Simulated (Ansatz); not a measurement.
# HC$_{10}$N (slab): what the fields show

```
CELL_PARAMETERS angstrom
2.46498 0.00000 0.00000
-1.23249 2.13474 0.00000
0.00000 0.00000 33.47687
ATOMIC_POSITIONS crystal
C 0.00000 0.00000 0.25391
C 0.66667 0.33333 0.25391
C 0.00000 0.00000 0.35455
C 0.33333 0.66667 0.35455
C 0.00084 0.00951 0.45507
C 0.66751 0.34285 0.45506
C 0.00065 0.00748 0.55519
C 0.33398 0.67415 0.55518
C 0.99984 0.00857 0.65600
C 0.66643 0.34188 0.65601
N 0.33284 0.67660 0.74810
H 0.33284 0.67662 0.77938
```

Theory: DFT PBE+D3(BJ), scalar-relativistic, plane waves, PAW (Ansatz).

In a PAW calculation such maps are meaningful between the atoms, not at the nuclei.

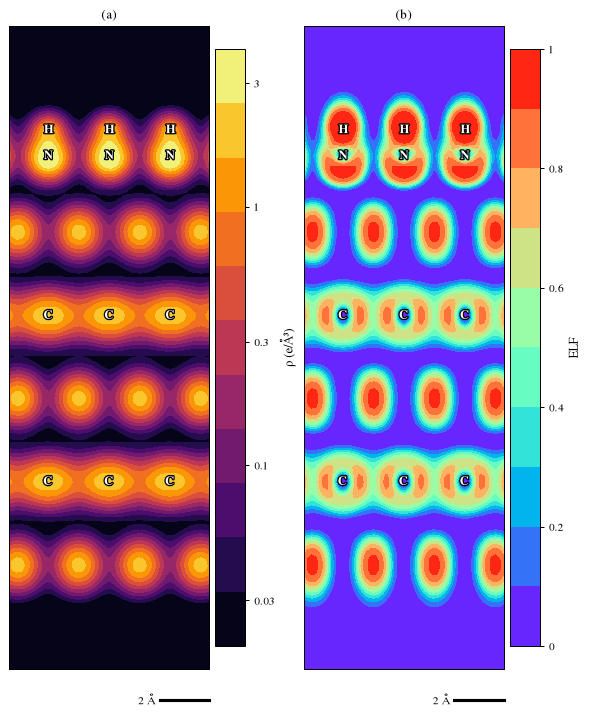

Figure 1. (a) valence charge density (pseudo); (b) ELF on the (11̄0) plane of the calculation cell, a cut from vacuum to vacuum.

What does the map show?

Answer.
- The section cuts through C, N and H sites.
- Atoms just off the plane (C, 0.7 Å away) can leave unmarked features too.
- N–H (1.05 Å): the density is about 2.8 e/Å³ at the midpoint; the ELF climbs to about 1 towards the hydrogen, as it does in any bond to H: a covalent bond by its length.
- The density dies away to nearly zero in the vacuum.
- The ELF also peaks beside N, away from the bonds: lone-pair regions.

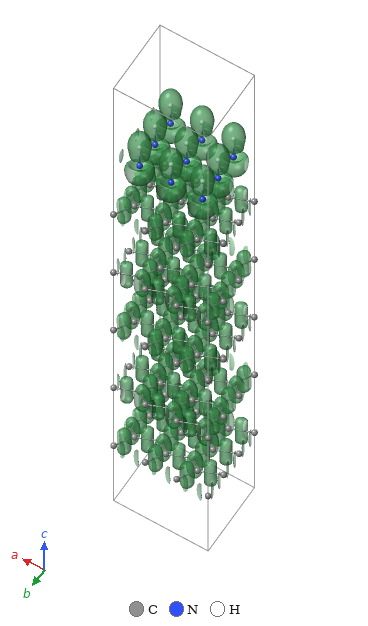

Figure 2. Isosurface of the electron localisation function at 0.75 (green), seen at an oblique angle. Core shells and regions of very low density are left out. Sticks mark near contacts.

Describe the localisation domains.

Answer. The surface consists of 15 regions between bonded C–C atoms, one region around a hydrogen nucleus and one lobe on N, pointing away from the bonds (lone pairs), counted in one cell of 12 atoms. Counts are for one cell; the picture repeats the cell along the surface. Along the contacts the grid gives the following. C–C (1.42 Å): the ELF peaks at about 0.95 between the atoms.

Does the calculation give a band gap?

Answer. It is gapless in this calculation (a metal or semimetal).
